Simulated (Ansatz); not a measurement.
Cu

The calculation's input:

```
crystal:
  lattice:
    - [1.2344979457, -4.0287047744, 0.0]
    - [1.2344979457, 4.0287047744, 0.0]
    - [0.0, 0.0, 2.5080715687]
  atoms:
    - { symbol: Cu, position: [0.86613335, 0.13386665, 0.75] }
    - { symbol: Cu, position: [0.13386665, 0.86613335, 0.25] }
hamiltonian:
  xc: hse06
  pseudopotentials: { kind: paw }
kpoints:
  mp_grid: { grid: [6, 6, 6] }
scf:
  occupations: { method: fermi_dirac, width: 0.05 }
output:
  forces: true
  stress: true
  eigenvalues: true
  write_density: true
  write_potential: true
  elf: true
  volumetric_format: npy
```

Below, planes, directions and counts refer to the conventional cell (a = 2.47 Å, b = 8.06 Å, c = 2.51 Å, α = 90.00°, β = 90.00°, γ = 90.00°).

Space group Cmcm; a structure from a database of computed crystals, not necessarily the ambient phase.

All numbers below come from Kohn-Sham DFT of a periodic cell, HSE06, Ansatz PAW in Ansatz.

Q: What can the converged valence pseudo-density and electron localisation function tell about the bonding?

A: Cu–Cu (2.47 Å): ρ at the midpoint is about 0.28 e/Å³; the ELF is about 0.20 at the midpoint; no localised pair shows between them.

Q: Does the calculation give a band gap?

A: It is gapless in this calculation (a metal or semimetal).

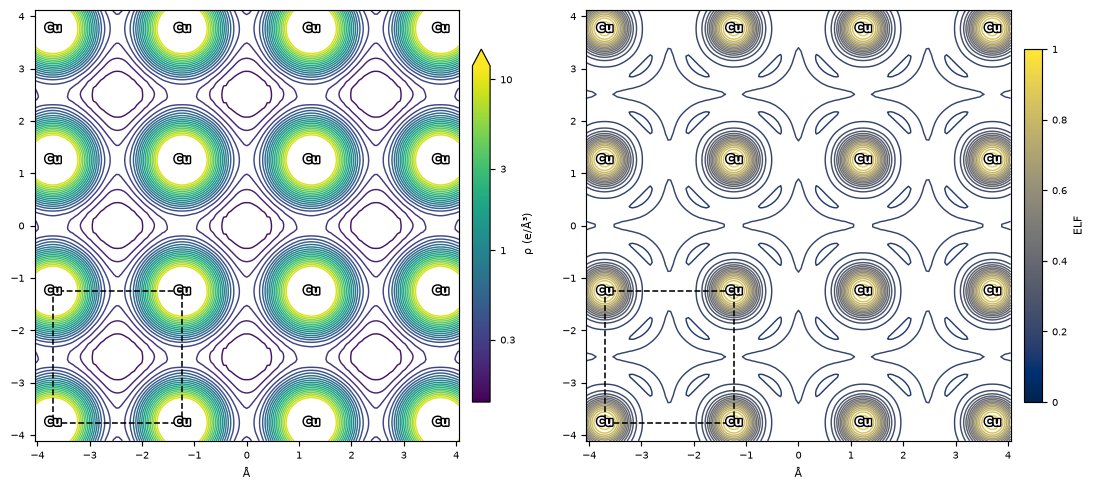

Computed valence pseudo-density and electron localisation function on the (010) plane of the conventional cell, in this order. 

The density is the valence pseudo-density of a PAW calculation; it isn't the true density close to the nuclei.
